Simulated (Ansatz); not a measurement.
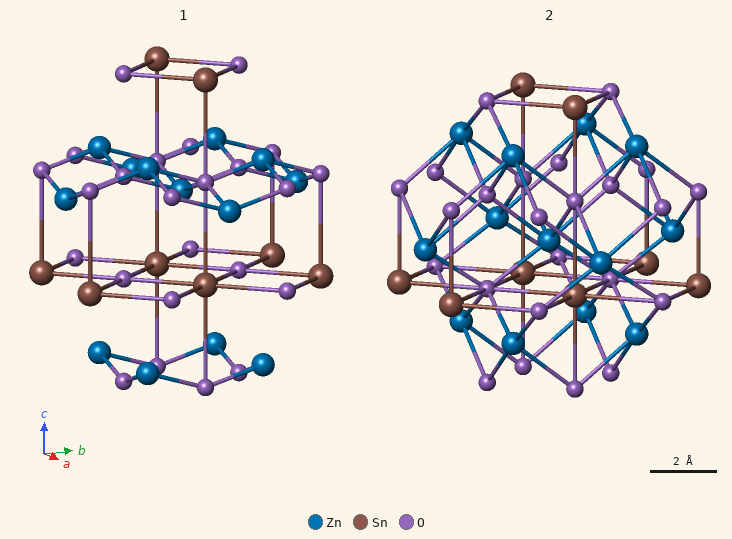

Two geometries of crystalline Zn2SnO3 (a generated structure, set up in P-4m2) (coarse preliminary run), drawn at one scale. One is the start of a relaxation, the other its converged end. Style: ball-and-stick. Shown: the atoms within 5.0 Å of the atom that moves most (axes of the cell of the calculation), slightly off an axis.

Level of theory: Ansatz 0.2.0, DFT PBE, scalar-relativistic, plane waves, PAW. (plane-wave cutoff 420 eV; k-point mesh 4 × 4 × 4; occupations gaussian; smearing width 0.1 eV; no spin polarisation; cell and atoms relaxed; force threshold 0.04 eV/Å; at most 70 steps)

Question: Which one is relaxed?

Answer: Structure 1 is the relaxed one. The largest moves relative to the cell, 1.13 Å, are those of Zn atoms. Sn and O stay in place. Cell: a = b 4.074 → 3.801 Å (−6.7 %), c 5.802 → 6.339 Å (+9.3 %). Volume −4.9 %. Near-neighbour distances that change, for instance: O–Zn 2.442 → 3.222 Å, Sn–Zn 2.442 → 3.222 Å, O–Zn 2.562 → 1.983 Å, O–Sn 2.901 → 3.169 Å. The space group stays P-4m2 (No. 115). After 9 accepted moves (11 points after the start) the energy has fallen by 1099 meV per atom. Largest force component: 4.7 eV/Å at the start, 0.032 eV/Å at the end. The pressure goes from −5.35 to −0.04 GPa. The SCF was repeated twice at an unchanged geometry on a basis and grid sized afresh for the cell, which shifted the energy by 0.8 meV per atom at most. The run took 98 s on 1 thread of Arm Neoverse V1, on a shared host, peak memory 0.35 GiB.
